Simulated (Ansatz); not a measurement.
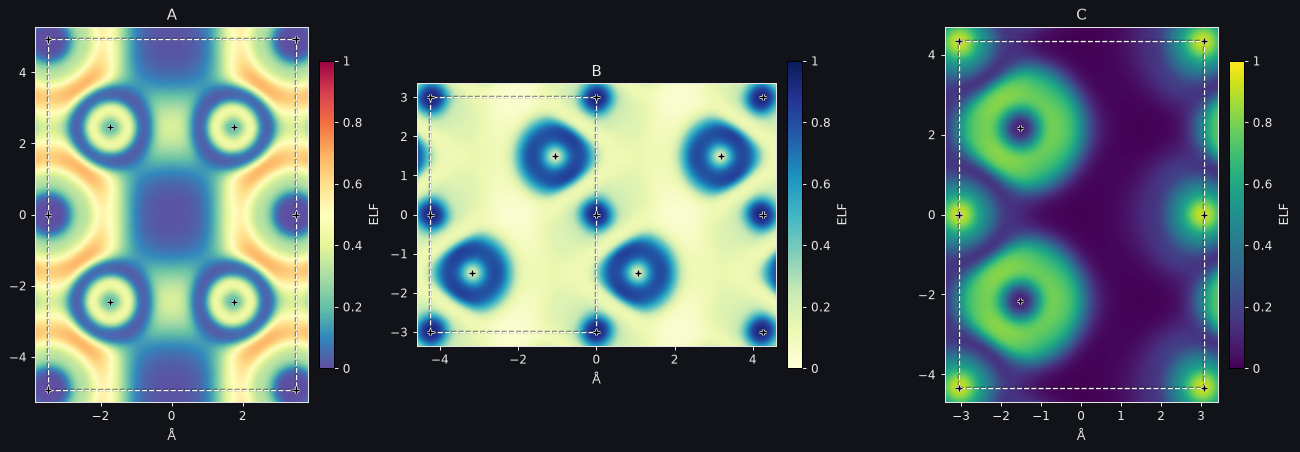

The electron localisation function of 3 systems, each on a plane through atoms (crosses mark nuclei in the plane).

Method: Ansatz, DFT, PBE, plane waves, PAW.

System 1: CdSe, the (110) plane of the conventional cell. Space group F-43m; started from the zincblende prototype, which need not be the ambient phase.

```yaml
crystal:
  lattice:
    - [6.13556, 0.00000, 0.00000]
    - [0.00000, 0.00000, -6.13556]
    - [0.00000, 6.13556, 0.00000]
  atoms:
    - { symbol: Cd, position: [0.50000, 0.50000, 0.00000] }
    - { symbol: Cd, position: [0.00000, 0.50000, 0.50000] }
    - { symbol: Cd, position: [0.00000, 0.00000, 0.00000] }
    - { symbol: Cd, position: [0.50000, 0.00000, 0.50000] }
    - { symbol: Se, position: [0.25000, 0.75000, 0.25000] }
    - { symbol: Se, position: [0.75000, 0.75000, 0.75000] }
    - { symbol: Se, position: [0.75000, 0.25000, 0.25000] }
    - { symbol: Se, position: [0.25000, 0.25000, 0.75000] }
```

System 2: Mg₂Sn, the (110) plane of the conventional cell. Space group Fm-3m; started from the antifluorite prototype, which need not be the ambient phase; changed on purpose from its base cell (hydrostatic strain +3.0%); computed pressure about −2 GPa in this cell.

System 3: Cu₂O, the (011) plane of the conventional cell. Space group Pn-3m; a structure from a database of computed crystals, not necessarily the ambient phase; started from the database structure prototype, which need not be the ambient phase; computed pressure about 4 GPa in this cell; computed without spin polarisation.

### Which map belongs to which system?

Panel A is system 2, Mg₂Sn: the plane holds Sn and Mg. Mg–Sn (3.01 Å): the ELF peaks at about 0.70 in the valence shell of Sn, 1.6 Å from its nucleus, and is about 0.65 at the midpoint. Panel B is system 3, Cu₂O: the plane holds Cu and O. Cu–O (1.84 Å): the ELF peaks at about 0.85 in the valence shell of O, 0.6 Å from its nucleus, and is about 0.25 at the midpoint; no localised pair shows between them. Panel C is system 1, CdSe: the plane holds Cd and Se. Cd–Se (2.66 Å): the ELF is about 0.40 at the midpoint.
